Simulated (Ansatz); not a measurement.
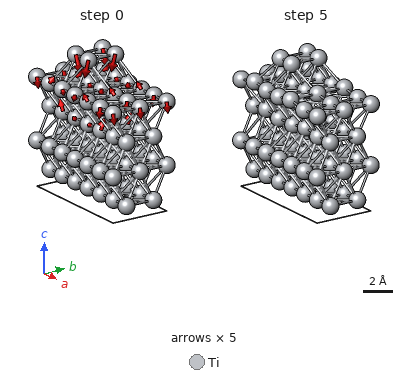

The structure of a slab of composition Ti (cut from the Im-3m phase) before (left) and after (right) a constrained relaxation, at one scale. The red arrows give the displacements, 5 times their true length.

Style: ball-and-stick. Shown: the 1 × 2 repeat of the cell, outlined in the plane, without the vacuum (origin shifted), slightly off an axis.

Case: stripe over 2 of 6 cells, two steps. 12 atoms are held fixed.

Computed with Ansatz 0.2.0, DFT PBEsol, scalar-relativistic, plane waves, PAW.

Input file:
```yaml
crystal:
  lattice:
    - [16.6808554346, 0.0, 0.0]
    - [-1.8534283816, 2.6211435542, 0.0]
    - [0.0, 0.0, 21.0799076195]
  atoms:
    - { symbol: Ti, position: [0.0, 0.0, 0.0711578071] }
    - { symbol: Ti, position: [0.0, 0.5, 0.1788421929] }
    - { symbol: Ti, position: [0.1666666667, 1.0, 0.0711578071] }
    - { symbol: Ti, position: [0.1666666667, 0.5, 0.1788421929] }
    - { symbol: Ti, position: [0.3333333333, 1.0, 0.0711578071] }
    - { symbol: Ti, position: [0.3333333333, 0.5, 0.1788421929] }
    - { symbol: Ti, position: [0.5, 1.0, 0.0711578071] }
    - { symbol: Ti, position: [0.5, 0.5, 0.1788421929] }
    - { symbol: Ti, position: [0.6666666667, 1.0, 0.0711578071] }
    - { symbol: Ti, position: [0.6666666667, 0.5, 0.1788421929] }
    - { symbol: Ti, position: [0.8333333333, 1.0, 0.0711578071] }
    - { symbol: Ti, position: [0.8333333333, 0.5, 0.1788421929] }
    - { symbol: Ti, position: [0.0, 1.0, 0.2865265787] }
    - { symbol: Ti, position: [0.0, 0.5, 0.3942109645] }
    - { symbol: Ti, position: [0.1666666667, 1.0, 0.2865265787] }
    - { symbol: Ti, position: [0.1666666667, 0.5, 0.3942109645] }
    - { symbol: Ti, position: [0.3333333333, 1.0, 0.2865265787] }
    - { symbol: Ti, position: [0.3333333333, 0.5, 0.3942109645] }
    - { symbol: Ti, position: [0.5, 1.0, 0.2865265787] }
    - { symbol: Ti, position: [0.5, 0.5, 0.3942109645] }
    - { symbol: Ti, position: [0.6666666667, 1.0, 0.2865265787] }
    - { symbol: Ti, position: [0.6666666667, 0.5, 0.3942109645] }
    - { symbol: Ti, position: [0.8333333333, 1.0, 0.2865265787] }
    - { symbol: Ti, position: [0.8333333333, 0.5, 0.3942109645] }
    - { symbol: Ti, position: [0.0, 1.0, 0.5018953503] }
    - { symbol: Ti, position: [0.1666666667, 1.0, 0.5018953503] }
basis:
  ecutwfc: 420
kpoints:
  mp_grid: { grid: [3, 14, 1] }
hamiltonian:
  xc: pbesol
scf:
  occupations: { method: gaussian, width: 0.1 }
output:
  forces: true
  eigenvalues: true
  populations: true
relax:
  adjacent_minimum: "off"
  f_tol: 0.02
  max_steps: 45
  constraints: [{ sites: [0, 1, 2, 3, 4, 5, 6, 7, 8, 9, 10, 11] }]
efield:
  axis: 3
  dipole_correction: true
  ramp_width: 0.04
```

Command:
```bash
ansatz run input.yaml --threads 4 --pin off --max-ram 11264MiB --backend cpu --events-out ev --progress --plain --runs-dir out
```

**What changed between the two?**

Over 5 geometry steps the energy falls by 0.503 eV per cell of the calculation. Largest force component: 0.8 eV/Å at the start, 0.0075 eV/Å at the end. The largest moves, 0.28 Å, are those of Ti25 and Ti26. Ti26 goes at 15° to the normal (−c side). The cell doesn't change. Among the contacts that change: Ti17–Ti20 3.210 → 2.898 Å, Ti18–Ti26 3.210 → 2.942 Å, Ti14–Ti26 3.210 → 3.018 Å, Ti2–Ti23 3.210 → 3.387 Å.
